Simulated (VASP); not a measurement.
## Run report: WS$_{2}$, band-structure run (part 2 of 2)

Continued. System: WS$_{2}$ (6 atoms in the cell). Method: Kohn-Sham DFT of a periodic cell, r2SCAN, VASP PAW PBE potentials, recommended, no spin polarisation (VASP 6.6.1); cutoff 520 eV, 12×12×3 k-mesh, Gaussian smearing of 0.03 eV. The structure derives from an entry of the Crystallography Open Database.

Geometry of the input (Å; fractional positions):
```
3.1541  -0.0000  -0.0000
-1.5771  2.7315  0.0000
-0.0000  -0.0000  12.1423
W  0.3333  0.6667  0.2500
W  0.6667  0.3333  0.7500
S  0.3333  0.6667  0.6203
S  0.6667  0.3333  0.1203
S  0.3333  0.6667  0.8797
S  0.6667  0.3333  0.3797
```

### Parts of OUTCAR, continued
```
 Following reciprocal coordinates:
            Coordinates               Weight
  0.000000  0.000000  0.000000      1.000000
  0.083333  0.000000  0.000000      6.000000
  0.166667 -0.000000  0.000000      6.000000
  0.250000  0.000000  0.000000      6.000000
  0.333333 -0.000000  0.000000      6.000000
  0.416667  0.000000  0.000000      6.000000
  0.500000  0.000000  0.000000      3.000000
  0.083333  0.083333  0.000000      6.000000
  0.166667  0.083333  0.000000     12.000000
  0.250000  0.083333  0.000000     12.000000
  0.333333  0.083333  0.000000     12.000000
  0.416667  0.083333  0.000000     12.000000
  0.166667  0.166667  0.000000      6.000000
  0.250000  0.166667  0.000000     12.000000
  0.333333  0.166667  0.000000     12.000000
  0.416667  0.166667  0.000000      6.000000
  0.250000  0.250000  0.000000      6.000000
  0.333333  0.250000  0.000000     12.000000
  0.333333  0.333333  0.000000      2.000000
  0.000000  0.000000  0.333333      2.000000
  0.083333  0.000000  0.333333     12.000000
  0.166667 -0.000000  0.333333     12.000000
  0.250000  0.000000  0.333333     12.000000
  0.333333 -0.000000  0.333333     12.000000
 [... further k-points ...]
   k-points           NKPTS =     38   k-points in BZ     NKDIM =     38   number of bands    NBANDS=     31
   number of dos      NEDOS =    301   number of ions     NIONS =      6
   total plane-waves  NPLWV =  51840
   dimension x,y,z NGX =    24 NGY =   24 NGZ =   90
   dimension x,y,z NGXF=    48 NGYF=   48 NGZF=  180
   ions per type =               2   4
   NGX,Y,Z   is equivalent  to a cutoff of  12.65, 12.65, 12.32 a.u.
   NGXF,Y,Z  is equivalent  to a cutoff of  25.30, 25.30, 24.64 a.u.
 SYSTEM =  WS2
   PREC   = accura    normal or accurate (medium, high low for compatibility)
   ISTART =      0    job   : 0-new  1-cont  2-samecut
   ICHARG =      2    charge: 1-file 2-atom 10-const
   ISPIN  =      1    spin polarized calculation?
   LNONCOLLINEAR =      F non collinear calculations
   LSORBIT =      F    spin-orbit coupling
   LASPH  =      T    aspherical Exc in radial PAW
   ENCUT  =  520.0 eV  38.22 Ry    6.18 a.u.   5.86  5.86 22.58*2*pi/ulx,y,z
   NELM   =     80;   NELMIN=  2; NELMDL= -5     # of ELM steps
   EDIFF  = 0.1E-06   stopping-criterion for ELM
   LREAL  =      F    real-space projection
   EDIFFG = 0.1E-05   stopping-criterion for IOM
   NSW    =      0    number of steps for IOM
   IBRION =     -1    ionic relax: 0-MD 1-quasi-New 2-CG
   NFREE  =      0    steps in history (QN), initial steepest desc. (CG)
   ISIF   =      2    stress and relaxation
   ISYM   =      2    0-nonsym 1-usesym 2-fastsym
   POTIM  = 0.5000    time-step for ionic-motion
   TEBEG  =    0.0;   TEEND  =   0.0 temperature during run
   PSTRESS=    0.0 pullay stress
   NELECT =      52.0000    total number of electrons
   NUPDOWN=      -1.0000    fix difference up-down
   EMIN   =  10.00;   EMAX   =-10.00  energy-range for DOS
   EFERMI =   0.00;   METHOD = LEGACY
   ISMEAR =     0;   SIGMA  =   0.03  broadening in eV -4-tet -1-fermi 0-gaus
   EFERMI_NEDOS =   21; number of points for ismear=-14 and -15
   IALGO  =     38    algorithm
   IMIX   =      4    mixing-type and parameters
     AMIX     =   0.40;   BMIX     =  1.00
     AMIX_MAG =   1.60;   BMIX_MAG =  1.00
  volume/ion in A,a.u.               =      17.44       117.66
  Fermi-wavevector in a.u.,A,eV,Ry     =   1.296825  2.450645 22.881680  1.681756
  Thomas-Fermi vector in A             =   2.428257
   LORBIT       =      0    0 simple, 1 ext, 2 COOP (PROOUT), +10 PAW based schemes
   METAGGA = R2SCAN    functional components
   LHFCALC =     F    Hartree Fock is set to
   AEXX    =    0.0000 exact exchange contribution
   IVDW    =     0    specifies the selected vdW correction
   LEPSILON=     F    determine dielectric tensor
   LRPA    =     F    only Hartree local field effects (RPA)
 non-spin polarized calculation
 Gauss-broadening in eV      SIGMA  =   0.03
  energy-cutoff  :      520.00
  volume of cell :      104.61
 maximum number of plane-waves:      2838
 NGX is ok and might be reduce to    24
   NGX = 11   NGY = 11   NGZ = 45

 number of electron      51.9999998 magnetization

 Free energy of the ion-electron system (eV)
  ---------------------------------------------------
  ext. energy  EPLUGINS =         0.00000000
  ---------------------------------------------------
  free energy    TOTEN  =      -140.06880728 eV

  energy without entropy =     -140.06880728  energy(sigma->0) =     -140.06880728

 E-fermi :   7.9033     XC(G=0): -11.8036     alpha+bet :-13.3484

 val. band max:        7.6109034575   @ k =   0.0000   0.0000   0.0000
 cond. band min:       8.6215867380   @ k =   0.1667   0.1667   0.0000
 fundamental gap:      1.0106832804
 Fermi energy:         7.9033324704

 k-point     1 :       0.0000    0.0000    0.0000
  band No.  band energies     occupation
      1     -69.0261      2.00000
      2     -69.0261      2.00000
      3     -32.6334      2.00000
      4     -32.6333      2.00000
      5     -32.4463      2.00000
      6     -32.4463      2.00000
      7     -32.4463      2.00000
      8     -32.4463      2.00000
      9      -8.8215      2.00000
     10      -8.5266      2.00000
     11      -7.2557      2.00000
     12      -6.7099      2.00000
     13      -0.4800      2.00000
     14       0.7691      2.00000
     15       3.4368      2.00000
     16       3.9254      2.00000
     17       3.9254      2.00000
     18       3.9456      2.00000
     19       3.9456      2.00000
     20       5.1873      2.00000
     21       5.1873      2.00000
     22       5.2594      2.00000
     23       5.2594      2.00000
     24       6.0607      2.00000
     25       6.2870      2.00000
     26       7.6109      2.00000
     27      10.0065      0.00000
     28      10.0087      0.00000
     29      10.0193      0.00000
     30      10.0239      0.00000
     31      10.0345      0.00000

 k-point     2 :       0.0833    0.0000    0.0000
  band No.  band energies     occupation
      1     -69.0247      2.00000
      2     -69.0246      2.00000
      3     -32.6285      2.00000
      4     -32.6284      2.00000
      5     -32.4731      2.00000
      6     -32.4730      2.00000
      7     -32.4525      2.00000
      8     -32.4525      2.00000
      9      -8.6986      2.00000
     10      -8.4038      2.00000
     11      -7.2017      2.00000
     12      -6.6718      2.00000
     13      -0.3324      2.00000
     14       0.9158      2.00000
     15       3.2602      2.00000
     16       3.6057      2.00000
     17       3.6384      2.00000
     18       4.0394      2.00000
     19       4.0678      2.00000
     20       4.7356      2.00000
     21       4.9919      2.00000
     22       5.0704      2.00000
     23       5.2512      2.00000
     24       6.1896      2.00000
     25       6.3007      2.00000
     26       7.3550      2.00000
     27       9.8809      0.00000
     28       9.8849      0.00000
     29       9.9424      0.00000
     30       9.9848      0.00000
     31      10.0073      0.00000

 k-point     3 :       0.1667   -0.0000    0.0000
  band No.  band energies     occupation
      1     -69.0207      2.00000
      2     -69.0207      2.00000
      3     -32.6150      2.00000
      4     -32.6149      2.00000
      5     -32.5456      2.00000
      6     -32.5456      2.00000
      7     -32.4693      2.00000
      8     -32.4693      2.00000
      9      -8.3474      2.00000
     10      -8.0552      2.00000
     11      -7.0472      2.00000
     12      -6.5642      2.00000
     13       0.0715      2.00000
     14       1.3009      2.00000
     15       2.8387      2.00000
     16       2.8527      2.00000
     17       2.9325      2.00000
     18       3.9233      2.00000
     19       4.3512      2.00000
     20       4.4037      2.00000
     21       4.5376      2.00000
     22       4.6281      2.00000
     23       5.0979      2.00000
     24       6.0283      2.00000
     25       6.2495      2.00000
     26       6.6832      2.00000
     27       9.2726      0.00000
     28       9.6402      0.00000
     29       9.9291      0.00000
     30       9.9371      0.00000
     31       9.9551      0.00000

 k-point     4 :       0.2500    0.0000    0.0000
  band No.  band energies     occupation
      1     -69.0153      2.00000
      2     -69.0153      2.00000
      3     -32.6433      2.00000
      4     -32.6433      2.00000
      5     -32.5965      2.00000
      6     -32.5965      2.00000
      7     -32.4922      2.00000
      8     -32.4922      2.00000
      9      -7.8206      2.00000
     10      -7.5408      2.00000
     11      -6.8163      2.00000
     12      -6.4093      2.00000
     13       0.5578      2.00000
     14       1.5413      2.00000
     15       2.0419      2.00000
     16       2.3124      2.00000
     17       2.3969      2.00000
     18       3.0547      2.00000
     19       4.0352      2.00000
     20       4.1356      2.00000
     21       4.7637      2.00000
     22       4.7757      2.00000
     23       4.8618      2.00000
     24       5.5750      2.00000
     25       5.8628      2.00000
     26       6.0208      2.00000
     27       9.0367      0.00000
     28       9.4888      0.00000
     29       9.7671      0.00000
     30      10.0200      0.00000
     31      10.2029      0.00000

 k-point     5 :       0.3333   -0.0000    0.0000
  band No.  band energies     occupation
      1     -69.0099      2.00000
      2     -69.0098      2.00000
      3     -32.7395      2.00000
      4     -32.7395      2.00000
      5     -32.5780      2.00000
      6     -32.5779      2.00000
      7     -32.5150      2.00000
      8     -32.5150      2.00000
      9      -7.2133      2.00000
     10      -6.9669      2.00000
     11      -6.5533      2.00000
     12      -6.2474      2.00000
     13       0.5627      2.00000
     14       0.9948      2.00000
     15       1.7100      2.00000
     16       1.7813      2.00000
     17       2.2660      2.00000
     18       2.5816      2.00000
     19       3.6163      2.00000
     20       3.7232      2.00000
     21       4.4932      2.00000
     22       5.1210      2.00000
     23       5.1322      2.00000
     24       5.2988      2.00000
     25       5.4265      2.00000
     26       5.7588      2.00000
     27       9.3441      0.00000
     28       9.5777      0.00000
     29       9.7799      0.00000
     30      10.1639      0.00000
     31      10.5977      0.00000

 [... the levels of 18 k-points are left out ...]

 k-point    24 :       0.3333   -0.0000    0.3333
  band No.  band energies     occupation
      1     -69.0099      2.00000
      2     -69.0099      2.00000
      3     -32.7395      2.00000
      4     -32.7395      2.00000
      5     -32.5780      2.00000
      6     -32.5779      2.00000
      7     -32.5150      2.00000
      8     -32.5150      2.00000
      9      -7.1680      2.00000
     10      -7.0524      2.00000
     11      -6.4531      2.00000
     12      -6.3078      2.00000
     13       0.6560      2.00000
     14       0.8699      2.00000
     15       1.6920      2.00000
     16       1.7585      2.00000
     17       2.3918      2.00000
     18       2.5505      2.00000
     19       3.6411      2.00000
     20       3.6944      2.00000
     21       4.5917      2.00000
     22       4.8779      2.00000
     23       5.1759      2.00000
     24       5.2590      2.00000
     25       5.5764      2.00000
     26       5.7129      2.00000
     27       9.5241      0.00000
     28       9.6203      0.00000
     29       9.7200      0.00000
     30       9.9005      0.00000
     31      10.8759      0.00000

 [... further k-points ...]

------------------------ aborting loop because EDIFF is reached ----------------------------------------

  FORCE on cell =-STRESS in cart. coord.  units (eV):
  Direction    XX          YY          ZZ          XY          YZ          ZX
  --------------------------------------------------------------------------------------
  -------------------------------------------------------------------------------------
  Total        1.9047128      1.9047128      0.8481870     -0.0000000      0.0000000      0.0000000
  in kB       29.1713631     29.1713631     12.9902895     -0.0000000      0.0000000      0.0000000
  external PRESSURE =      23.7776719 kB  Pullay stress =       0.0000000 kB

 VOLUME and BASIS-vectors are now :
 -----------------------------------------------------------------------------
  energy-cutoff  :      520.00
  volume of cell :      104.61
      direct lattice vectors                 reciprocal lattice vectors
     3.154104106  0.000000000  0.000000000     0.317047240  0.183047309  0.000000000
    -1.577052053  2.731534282  0.000000000     0.000000000  0.366094618  0.000000000
     0.000000000  0.000000000 12.142291933     0.000000000  0.000000000  0.082356775

 POSITION                                       TOTAL-FORCE (eV/Angst)
 -----------------------------------------------------------------------------------
     -0.00000      1.82102      3.03557        -0.000000     -0.000000     -0.000000
      1.57705      0.91051      9.10672         0.000000      0.000000     -0.000000
     -0.00000      1.82102      7.53188         0.000000     -0.000000      0.265626
      1.57705      0.91051      1.46073        -0.000000      0.000000      0.265626
     -0.00000      1.82102     10.68156         0.000000     -0.000000     -0.265626
      1.57705      0.91051      4.61041         0.000000      0.000000     -0.265626
 -----------------------------------------------------------------------------------
    total drift:                               -0.000000      0.000000     -0.000000

  FREE ENERGIE OF THE ION-ELECTRON SYSTEM (eV)
  ---------------------------------------------------
  free  energy   TOTEN  =      -140.0688072844 eV

  energy  without entropy=     -140.0688072844  energy(sigma->0) =     -140.06880728
```

### CONTCAR
```
WS2
   1.00000000000000
     3.1541041060000001    0.0000000000000000    0.0000000000000000
    -1.5770520530000001    2.7315342820000001    0.0000000000000000
     0.0000000000000000    0.0000000000000000   12.1422919332999992
  W               S
     2     4
Direct
     0.3333333332999970    0.6666666667000030    0.2500000000000000
     0.6666666667000030    0.3333333332999970    0.7500000000000000
     0.3333333332999970    0.6666666667000030    0.6203012366569993
     0.6666666667000030    0.3333333332999970    0.1203012366569993
     0.3333333332999970    0.6666666667000030    0.8796987633430007
     0.6666666667000030    0.3333333332999970    0.3796987633430007

  0.00000000E+00  0.00000000E+00  0.00000000E+00
  0.00000000E+00  0.00000000E+00  0.00000000E+00
  0.00000000E+00  0.00000000E+00  0.00000000E+00
  0.00000000E+00  0.00000000E+00  0.00000000E+00
  0.00000000E+00  0.00000000E+00  0.00000000E+00
  0.00000000E+00  0.00000000E+00  0.00000000E+00
```

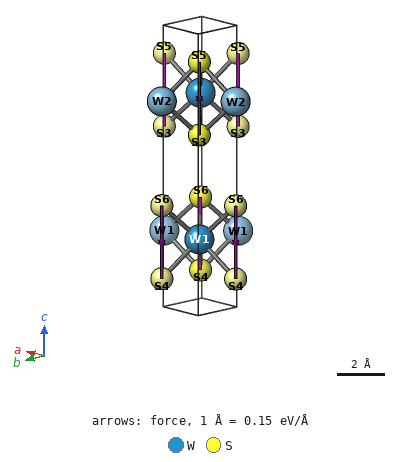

Fig. 1: Forces on the atoms as pink arrows (ball-and-stick view of the cell of the calculation, seen at an oblique angle; neighbours outside the cell are drawn fainter; atoms are numbered from 1 in the order of the input). The largest act on all 4 S atoms (0.27 eV/Å). The geometry is not a stationary point of this energy.
